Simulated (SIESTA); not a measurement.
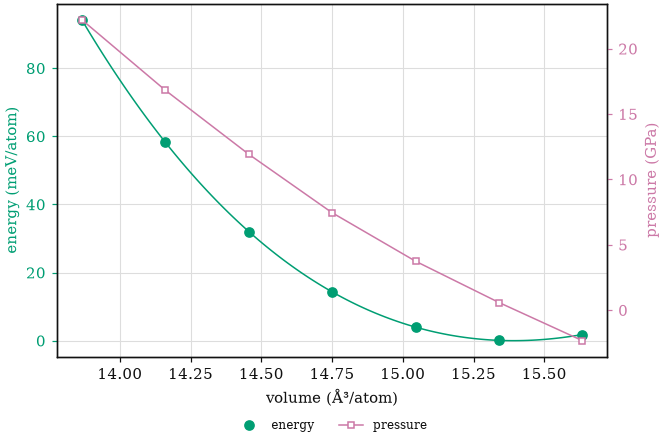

The figure shows the energy and pressure against volume for Pd, space group Fm-3m (No. 225).

Cell as given: a = 2.753 Å, b = 2.753 Å, c = 2.753 Å, α = 60.00°, β = 60.00°, γ = 60.00°; 1 atom.

How it was computed, with SIESTA 5.4.2: DFT in numerical atomic orbitals with pseudopotentials, no spin polarisation; energies at scaled volumes of the given cell, shape and fractions fixed, counted from the fit's minimum, third-order Birch-Murnaghan fit. Level: PBE.

k mesh 12×12×12; occupations Fermi–Dirac; smearing width 0.05 eV; potentials PseudoDojo 0.4 standard, converted to PSML, two zetas on semicore shells; program settings basis DZP, mesh cutoff 800 Ry.

How stiff is the solid, and where is its volume at rest?

A third-order Birch–Murnaghan fit gives V0 = 15.39 Å³/atom, B0 = 155 GPa and B′ = 6.2.

Read off the course of the pressure.

It falls from 22.22 GPa at volume 13.865 Å³/atom to −2.34 GPa at 15.635 Å³/atom, and changes sign near 15.40 Å³/atom.

Keep in mind: mulliken charges of long orbitals.

The computed values:

```csv
volume (Å³/atom),energy (meV/atom),pressure (GPa)
13.865,94.18,22.22
14.160,58.46,16.83
14.455,31.96,11.93
14.750,14.22,7.45
15.045,4.07,3.74
15.340,0.10,0.58
15.635,1.78,-2.34
```
